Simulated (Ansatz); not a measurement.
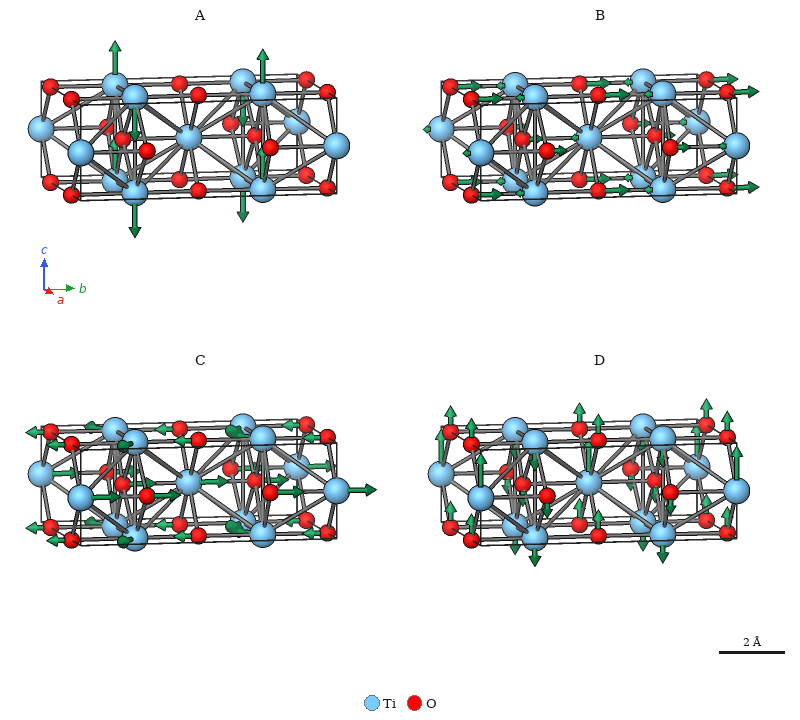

Four optical modes of a crystal of Ti$_{3}$O$_{4}$ at the zone centre, in no order. The green arrows give the relative displacements of the atoms. A ball-and-stick model of the conventional cell (2 times the calculation's cell), seen slightly off an axis. Lengths and directions refer to the drawn axes.

Level of theory: DFT PBEsol, scalar-relativistic, plane waves, PAW in Ansatz. (plane-wave cutoff 420 eV; k-point mesh 8 × 8 × 14; occupations gaussian; smearing width 0.15 eV; no spin polarisation)

Rank the modes by frequency, softest first.

C (194i cm⁻¹), D (182 cm⁻¹), A (218 cm⁻¹), B (534 cm⁻¹). C, B₂u: The kinetic energy is shared as Ti 80 %, O 20 %. D, B₁u: The Ti (2d) and O (4g) sublattices move against the Ti (4e) and O (4j) sublattices, along c; the kinetic energy is shared as Ti 81 %, O 19 %. A, A_u: The Ti (2d) and O (4g) and O (4j) atoms stay at rest; all motion is along c; atoms of one kind move against one another, with no net shift of their sublattice. B, B₂u: The O (4g) and O (4j) sublattices move against the Ti (4e) and Ti (2d) sublattices, along b; it stretches the shortest O–Ti bonds (2.02 Å); the kinetic energy is shared as O 71 %, Ti 29 %. The crystal is metallic in this run.
